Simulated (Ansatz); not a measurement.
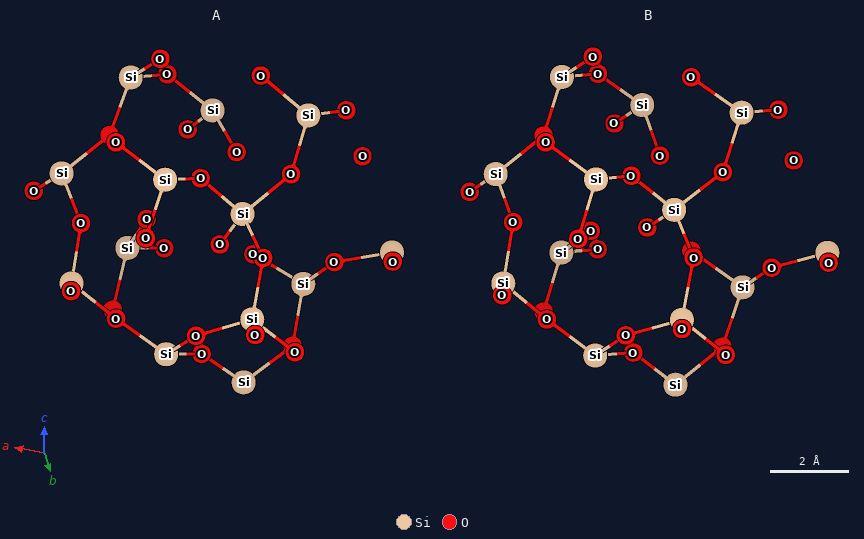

Two geometries of a defect cell of composition Si₂₃O₄₈ (cell charge −2), drawn at one scale. One is the start of a relaxation, the other its converged end. A ball-and-stick model of the atoms within 5.0 Å of the atom that moves most (axes of the cell of the calculation (origin shifted)), seen from a free direction.

All numbers below come from DFT, PBEsol, PAW, plane waves in Ansatz. Settings: plane-wave cutoff 420 eV; k-point mesh 1 × 1 × 1; mesh shifted by (0.25, 0.25, 0.25); no spin polarisation; atoms relaxed in a fixed cell; force threshold 0.03 eV/Å; at most 80 steps.

Which geometry has the lower energy?

Answer. Structure A is the relaxed one. Over 7 geometry steps the energy falls by 2.605 eV per cell of the calculation. The largest force component goes from 4.4 to 0.021 eV/Å. An O atom moves most: 0.47 Å along [−1 3 −3]. By element the largest moves are O 0.47 Å, Si 0.23 Å. The cell doesn't change. Near-neighbour distances that change, for instance: O–Si 1.565 → 1.664 Å, O–Si 1.679 → 1.608 Å, O–Si 1.649 → 1.590 Å, O–Si 1.569 → 1.623 Å. Among the angles between lasting bonds that change: Si–O–Si 147.8° → 137.2°, Si–O–Si 143.0° → 132.4°, O–Si–O 111.9° → 119.2°.

Limits of the set-up: the cell is charged, on a uniform background, and energies carry no finite-size correction.
